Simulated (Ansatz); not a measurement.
The Ansatz input:

```
crystal:
  lattice:
    - [4.0530231363, 0.0, 0.0]
    - [0.0, 4.0530231363, 0.0]
    - [0.0, 0.0, 23.5977604321]
  atoms:
    - { symbol: Zn, position: [0.5, 0.5, 0.317826771] }
    - { symbol: Se, position: [0.5, 0.0, 0.3785511806] }
    - { symbol: Zn, position: [0.0, 0.0, 0.4392755903] }
    - { symbol: Se, position: [0.0, 0.5, 0.5] }
    - { symbol: Zn, position: [0.5, 0.5, 0.5607244097] }
    - { symbol: Se, position: [0.5, 0.0, 0.6214488194] }
    - { symbol: Zn, position: [0.0, 0.0, 0.682173229] }
basis:
  ecutwfc: 420
kpoints:
  mp_grid: { grid: [7, 7, 1] }
hamiltonian:
  xc: pbe
scf:
  occupations: { method: gaussian, width: 0.05 }
output:
  forces: true
  eigenvalues: true
relax:
  adjacent_minimum: "off"
  f_tol: 0.02
  max_steps: 60
efield:
  axis: 3
  dipole_correction: true
  ramp_width: 0.04
```

Launched with:
```bash
ansatz run input.yaml --threads 1 --pin off --max-ram 2560MiB --backend cpu --events-out ev --progress --plain --runs-dir out
```

What does the potential across the slab give for the work function?

The work function is 4.27 eV, the same on both faces. The two vacuum levels agree, so the slab has no net dipole along its normal. The outermost atoms are 8.8 Å apart, which leaves 14.8 Å of vacuum in a cell 23.6 Å high.

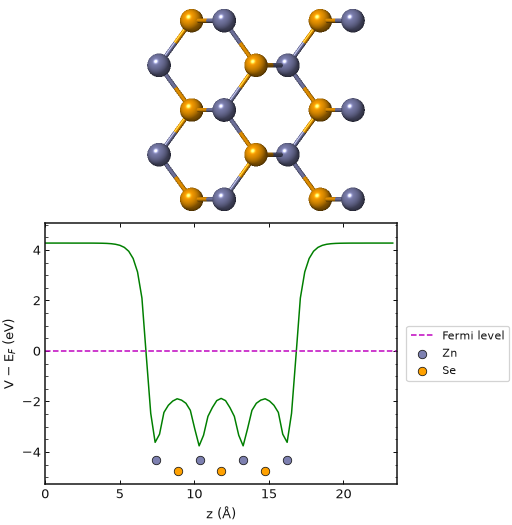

Plane-averaged electrostatic potential energy of an electron across the slab; circles at the bottom mark the heights of the atoms (positions after relaxation). The structure is drawn too.
